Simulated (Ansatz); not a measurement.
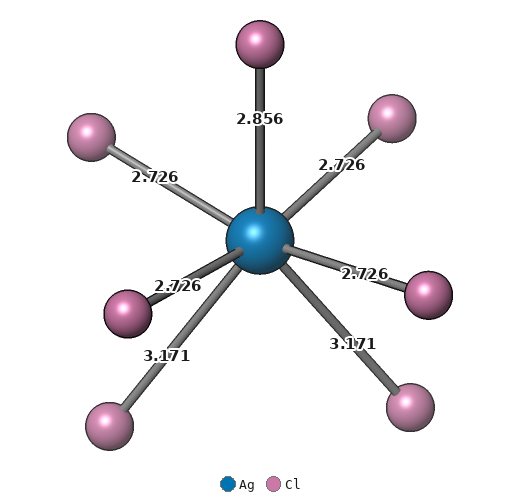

The surroundings of site Ag1 (at 0.000, 0.603, 0.750) in AgCl in space group Cmcm, with bond lengths in Å.

Source of the atomic positions: coordinates from a relaxation with DFT, r2SCAN+rVV10, plane waves, PAW (Ansatz 0.2.0).

```
CELL_PARAMETERS angstrom
3.69264 0.00000 0.00000
0.00000 10.86968 0.00000
0.00000 0.00000 3.94932
ATOMIC_POSITIONS crystal
Ag 0.00000 0.60252 0.75000
Ag 0.50000 0.89748 0.25000
Cl 0.50000 0.63471 0.25000
Cl 0.00000 0.86529 0.75000
Ag 0.50000 0.10252 0.75000
Ag 0.00000 0.39748 0.25000
Cl 0.00000 0.13471 0.25000
Cl 0.50000 0.36529 0.75000
```

Bond valence s = exp((R0 − d)/b), R0 fitted to published crystal structures with b = 0.37 Å; R0 in Å: Ag+–Cl 2.090.

Calculate the bond-valence sum of Ag1 from the bonds drawn.

4 × 0.179 + 1 × 0.126 + 2 × 0.054 = 0.95 v.u., against a formal valence of 1: a close match.

And over the whole structure?

```tsv
site	x, y, z	formal valence	bond-valence sum	difference
Ag1	0.000, 0.603, 0.750	+1	0.95	-0.05
Cl1	0.500, 0.635, 0.250	−1	0.95	-0.05
```

These sums include all anions within 5 Å. The global instability index (root mean square of the differences over all atoms) is 0.05 v.u.: little strain.
